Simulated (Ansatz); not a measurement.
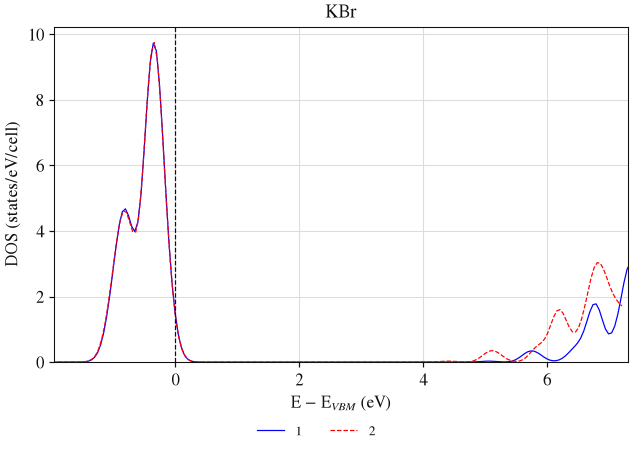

Total densities of states of KBr, space group R-3m (No. 166), 2 atoms in the cell, rocksalt type, shear (111) strain +0.5%, by two methods on the same cell. The curves are built from the levels of the k mesh with Gaussians 0.3 eV wide, which also blur the band edges. Each is counted from its own valence-band top.

Question: Which curve is which? The methods: PBE, r2SCAN.

Answer: 1 is r2SCAN; 2 is PBE. r2SCAN gives a gap of 5.05 eV and PBE gives a gap of 4.41 eV.

Settings. r2SCAN: DFT, r2SCAN, plane waves, PAW, no spin polarisation, 6×6×6 k mesh, 500 eV cutoff (Ansatz 0.2.0). PBE: DFT, PBE, plane waves, PAW, no spin polarisation, 6×6×6 k mesh, 420 eV cutoff (Ansatz 0.2.0).
